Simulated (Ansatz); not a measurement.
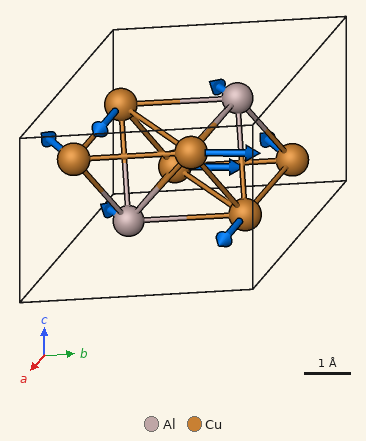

One vibrational mode of a crystal of AlCu$_{3}$ at the zone centre. The blue arrows give the relative displacements of the atoms. A ball-and-stick model of the cell of the calculation, seen from a free direction.

Method: Ansatz, DFT PBEsol, scalar-relativistic, plane waves, PAW.

The input:
```yaml
crystal:
  lattice:
    - [5.1446000649, 0.0, 0.0]
    - [-2.5723000325, 4.4553543485, 0.0]
    - [0.0, 0.0, 4.1761331264]
  atoms:
    - { symbol: Al, position: [0.6666666667, 0.3333333333, 0.25] }
    - { symbol: Al, position: [0.3333333333, 0.6666666667, 0.75] }
    - { symbol: Cu, position: [0.3305652767, 0.1652826384, 0.75] }
    - { symbol: Cu, position: [0.8347173616, 0.1652826384, 0.75] }
    - { symbol: Cu, position: [0.8347173616, 0.6694347233, 0.75] }
    - { symbol: Cu, position: [0.6694347233, 0.8347173616, 0.25] }
    - { symbol: Cu, position: [0.1652826384, 0.8347173616, 0.25] }
    - { symbol: Cu, position: [0.1652826384, 0.3305652767, 0.25] }
basis:
  ecutwfc: 420
kpoints:
  mp_grid: { grid: [12, 12, 8] }
hamiltonian:
  xc: pbesol
scf:
  occupations: { method: fermi_dirac, width: 0.15 }
output:
  eigenvalues: true
phonons:
  method: dfpt
  eigenvectors: true
```

Command:
```bash
ansatz run input.yaml --threads 2 --pin off --max-ram 7168MiB --backend cpu --events-out ev --progress --plain --runs-dir out
```

The frequencies depend somewhat on the k-mesh and the smearing.

Q: Give the symmetry, activity and frequency of this mode.

A: This is the E₁u mode (doubly degenerate; one member of the set is drawn) at 185 cm⁻¹, optical level 7 of 14, counted from below, infrared-active by symmetry. The kinetic energy is shared as Cu 95 %, Al 5 %. The crystal is a metal, so free carriers screen the infrared response.
